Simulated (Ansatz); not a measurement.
A series of calculations on H$_{3}$OF

Part 1: Relaxation

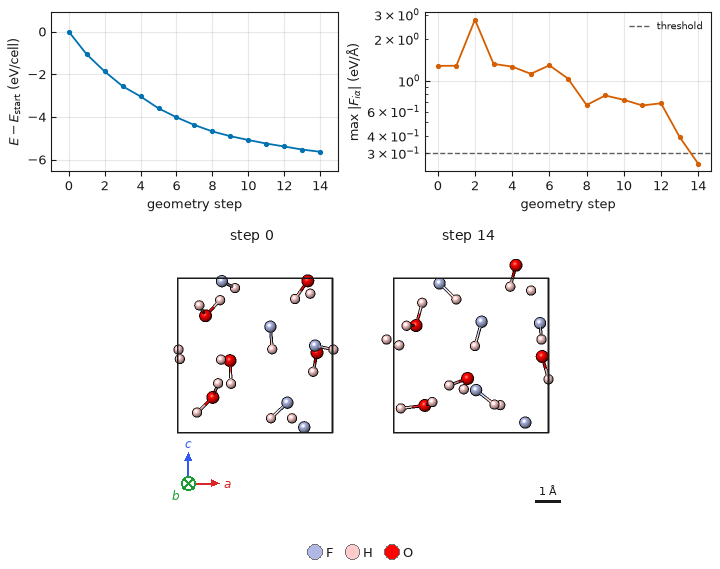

First and last geometry of a relaxation of an amorphous cell of composition H3OF, with the history of the run. The picture is a ball-and-stick view of the cell of the calculation, seen along the b axis.

The cell holds 5 HF + 5 H2O. The run prepares the start of a later molecular dynamics calculation, from a guessed geometry.

These are results of DFT PBE-D3(BJ), scalar-relativistic, plane waves, PAW in Ansatz, not measurements.

Input
```yaml
accuracy: low
crystal:
  lattice:
    - [6.349604, 0.0, 0.0]
    - [0.0, 6.349604, 0.0]
    - [0.0, 0.0, 6.349604]
  atoms:
    - { symbol: F, position: [0.286191, 0.1067452, 0.9799093] }
    - { symbol: H, position: [0.3704768, 0.2188083, 0.9355257] }
    - { symbol: F, position: [0.598901, 0.0377901, 0.6860282] }
    - { symbol: H, position: [0.6108708, 0.055534, 0.5405154] }
    - { symbol: F, position: [0.8178397, 0.1099476, 1.036424] }
    - { symbol: H, position: [0.8568241, 0.1455753, 0.8991542] }
    - { symbol: F, position: [0.887899, 0.3575277, 0.5636995] }
    - { symbol: H, position: [1.0057623, 0.2733982, 0.5379587] }
    - { symbol: F, position: [0.7087193, 0.4111672, 0.1953346] }
    - { symbol: H, position: [0.6029744, 0.4287019, 0.0946238] }
    - { symbol: O, position: [0.1804784, 0.6590577, 0.7567637] }
    - { symbol: H, position: [0.1402279, 0.5281337, 0.8238985] }
    - { symbol: H, position: [0.2745855, 0.7246718, 0.8572968] }
    - { symbol: O, position: [0.2274871, 0.5316126, 0.2293647] }
    - { symbol: H, position: [0.1255854, 0.4738201, 0.1316695] }
    - { symbol: H, position: [0.2616298, 0.4143415, 0.3207433] }
    - { symbol: O, position: [0.8407769, 0.710519, 0.9822409] }
    - { symbol: H, position: [0.738755, 0.6937424, 1.0943942] }
    - { symbol: H, position: [0.7583962, 0.7626125, 0.8649039] }
    - { symbol: O, position: [0.8999, 0.9000208, 0.5185172] }
    - { symbol: H, position: [0.8753348, 0.9860564, 0.394975] }
    - { symbol: H, position: [1.0143099, 0.8079683, 0.4772258] }
    - { symbol: O, position: [0.3385982, 0.892377, 0.4667724] }
    - { symbol: H, position: [0.2804139, 1.0332362, 0.4732204] }
    - { symbol: H, position: [0.3452875, 0.862014, 0.3174351] }
basis:
  ecutwfc: 420.0
kpoints:
  mp_grid: { grid: [1, 1, 1] }
hamiltonian:
  xc: pbe
  dispersion: d3bj
scf:
  occupations: { method: fermi_dirac, width: 0.05 }
  lower_state_search: "off"
relax:
  f_tol: 0.3
  max_steps: 15
  adjacent_minimum: "off"
output:
  write_density: true
  write_potential: true
  elf: true
  volumetric_format: npy
```

Run as
```bash
ansatz run input.yaml --threads 1 --pin off --max-ram 3072MiB --backend cpu --events-out ev --progress --plain --runs-dir out
```

Question: Did the run converge, and what did it change?

Answer: It converged. H24 moves most: 1.64 Å along [1 0 −1]. Largest moves by element: H 1.64 Å, F 1.33 Å, O 1.15 Å. The lattice vectors keep their values. Among the contacts that change: H8–O20 2.467 → 1.257 Å, H4–O23 2.069 → 1.375 Å, F7–H8 0.934 → 1.109 Å, F3–H4 0.934 → 1.047 Å. New bonds form: H8–O20 (2.47 → 1.26 Å). Among the angles between lasting bonds that change: H21–O20–H22 104.0° → 111.6°, H15–O14–H16 104.0° → 109.6°, H24–O23–H25 104.0° → 106.4°. The energy falls by 5.629 eV per cell of the calculation in 14 geometry steps. The largest force component goes from 1.3 to 0.25 eV/Å. The run took 17 s on 1 thread of Intel(R) Xeon(R) 6975P-C (Granite Rapids) (shared host), peak memory 0.43 GiB.

| step | E − E(0), meV/atom | largest force component, eV/Å |
| --- | --- | --- |
| 0 | 0.00 | 1.2822 |
| 1 | -42.55 | 1.2841 |
| 2 | -74.60 | 2.7633 |
| 3 | -102.30 | 1.3248 |
| 4 | -121.51 | 1.2657 |
| 5 | -143.77 | 1.1229 |
| 6 | -160.52 | 1.2933 |
| 7 | -175.00 | 1.0370 |
| 8 | -187.06 | 0.6683 |
| 9 | -195.93 | 0.7834 |
| 10 | -203.12 | 0.7288 |
| 11 | -209.75 | 0.6636 |
| 12 | -215.28 | 0.6882 |
| 13 | -221.04 | 0.3928 |
| 14 | -225.16 | 0.2518 |

Limits of the set-up: the program's low-accuracy preset was used; the periodic images lie only 6.3 Å apart, so the values are limited by the cell's size.

Part 2: Dynamics

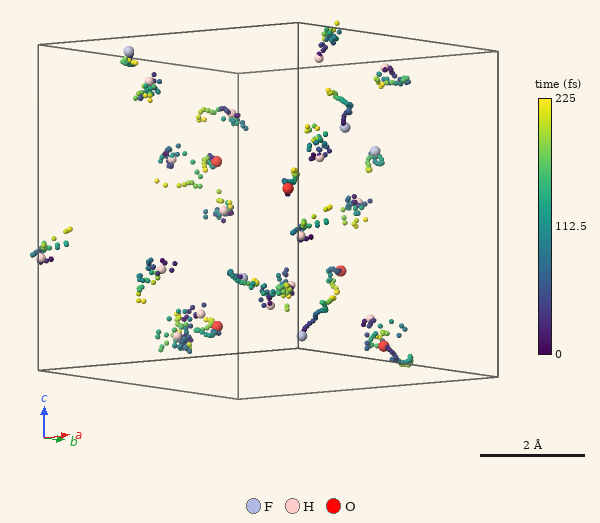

Molecular dynamics of a periodic cell with 5 HF + 5 H2O at 1.233 g/cm³, 225 fs long. Dots mark each atom's position at evenly spaced times, coloured by time; spheres stand at the starting positions. Seen from a free direction in the simulation cell.

Method: Ansatz, DFT PBE-D3(BJ), scalar-relativistic, plane waves, PAW. Settings: plane-wave cutoff 420 eV; k-point mesh 1 × 1 × 1; Fermi-Dirac smearing 0.05 eV; low-accuracy preset; Langevin thermostat (NVT); set temperature 350 K; time step 0.75 fs; friction 0.02 per fs.

What do the traces tell about the motion?

Root-mean-square distances from the starting positions over the second half, with the common drift of all atoms taken out: F 0.53 Å, H 0.45 Å, O 0.38 Å. The heavy atoms stay within a fraction of a molecule's size of their starting places; so short a run doesn't tell a liquid from a solid. Bond changes: one H–O bond breaks at about 136 fs; one H–O bond forms at about 178 fs; one F–H bond forms at about 198 fs. The mean temperature in the second half is 339 K (standard deviation 57 K). The potential energy is still drifting at the end, so the run hasn't reached equilibrium. The potential energy in the second half lies on average 41.9 meV per atom above the first frame.

Limits of the set-up: the program's low-accuracy preset was used; the periodic images lie only 6.3 Å apart, so the values are limited by the cell's size.

The run took 3.8 min on 1 thread of Intel(R) Xeon(R) 6975P-C (Granite Rapids), with other jobs on the host, peak memory 0.42 GiB.

Part 3: Dynamics

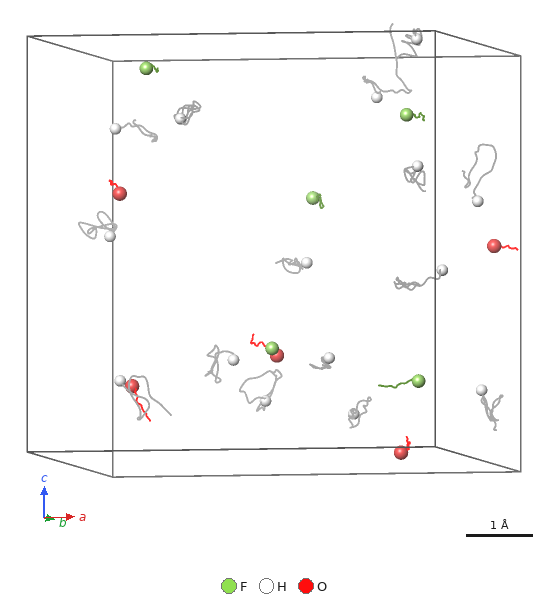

A Born-Oppenheimer molecular dynamics run of a periodic cell with 5 HF + 5 H2O at 1.233 g/cm³, 100 fs long. It starts from the last geometry of an earlier run, with fresh velocities. Lines trace each atom's path, in the colour of its element; spheres stand at the starting positions. Seen from a free direction in the simulation cell.

These are results of DFT PBE-D3(BJ), scalar-relativistic, plane waves, PAW in Ansatz 0.2.0, not measurements. Set-up: plane-wave cutoff 420 eV; k-point mesh 1 × 1 × 1; Fermi-Dirac smearing 0.002 eV; low-accuracy preset; constant energy (NVE); velocities drawn for 350 K; time step 0.5 fs.

**Describe the motion.**

Root-mean-square distances from the starting positions over the second half, with the common drift of all atoms taken out: H 0.51 Å, O 0.40 Å, F 0.35 Å. The heavy atoms stay within a fraction of a molecule's size of their starting places; so short a run doesn't tell a liquid from a solid. Bond changes: one F–H bond breaks at about 50 fs; one H–O bond forms at about 80 fs.

Limits of the set-up: the program's low-accuracy preset was used; the periodic images lie only 6.3 Å apart, so the values are limited by the cell's size.
